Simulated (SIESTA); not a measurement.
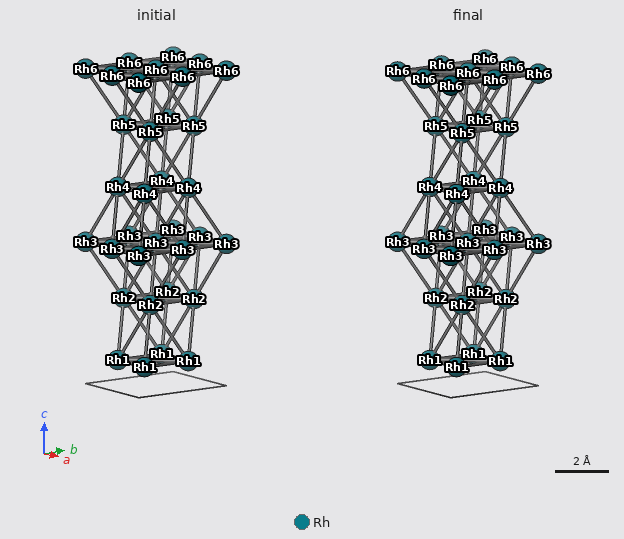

The structure of a slab of composition Rh before (left) and after (right) a relaxation, at one scale.

A ball-and-stick model of the 2 × 2 repeat of the cell, outlined in the plane, without the vacuum, seen slightly off an axis.

The run lets the atoms move in a fixed cell.

The calculation used Kohn-Sham DFT of a periodic cell, LDA, PseudoDojo 0.4 standard, converted to PSML in SIESTA.

The input:
```python
from ase.io import read
from ase.calculators.siesta import Siesta
from ase.units import Ry, GPa
from ase.optimize import FIRE
from ase.constraints import FixAtoms

atoms = read("POSCAR")

fdf = {
    'SCFMustConverge': False,
    'OccupationFunction': 'FD',
    'ElectronicTemperature': '0.05 eV',
    'Slab.DipoleCorrection': 'vacuum',
    'MaxSCFIterations': '120',
    'SCF.Mixer.Method': 'Pulay',
    'SCF.Mixer.Weight': '0.25',
    'SCF.Mixer.History': '8',
    'SCF.DM.Tolerance': '5.0e-05',
    'SCF.H.Tolerance': '1.0e-03 eV',
    'WriteForces': 'true',
    'Charge.Mulliken': 'end',
    'PAO.Basis': ['Rh.1 5', 'n=4 0 2', '  2.902 0.000', 'n=5 0 2', '  8.262 0.000', 'n=4 1 2', '  3.320 0.000', 'n=5 1 1', '  8.262', 'n=4 2 2', '  5.624 0.000'],
}
calc = Siesta(
    label="Rh",
    command="siesta < PREFIX.fdf > PREFIX.out",
    pseudo_path="pseudos",
    pseudo_qualifier="",
    xc=('LDA', 'PW92'),
    basis_set="DZP",
    mesh_cutoff=800 * Ry,
    energy_shift=0.003 * Ry,
    kpts=[8, 8, 1],
    spin="non-polarized",
    fdf_arguments=fdf,
)
atoms.calc = calc

atoms.set_constraint(FixAtoms([0, 1, 2]))
opt = FIRE(atoms, trajectory="relax.traj")
converged = opt.run(fmax=0.01, steps=40)
print("converged:", converged)
print("cell (A):", atoms.cell.cellpar().round(5))
print("scaled positions:")
print(atoms.get_scaled_positions().round(6))
print(f"energy = {atoms.get_potential_energy():.6f} eV")
free = atoms.get_potential_energy(force_consistent=True)
print(f"free energy = {free:.6f} eV")
print("forces (eV/A):")
print(atoms.get_forces(apply_constraint=False).round(6))
print("stress (GPa, Voigt order, tension positive):", (atoms.get_stress() / GPa).round(4))
```

Launched with:
```bash
python run.py
```

> Describe what moved and what it gained.

The run was cut off at its time limit before the relaxation converged, so the last structure is only a point on the way. After 21 geometry steps the energy has fallen by 23.6 meV per cell of the calculation. The largest force component goes from 0.47 to 0.47 eV/Å. The largest move is that of Rh6, 0.11 Å along the normal (−c). The cell doesn't change. Some distances before and after: Rh4–Rh5 2.689 → 2.650 Å, Rh3–Rh4 2.689 → 2.683 Å. The run took 42 min on 1 thread of Arm Neoverse V2, on a shared host, peak memory 0.54 GiB.
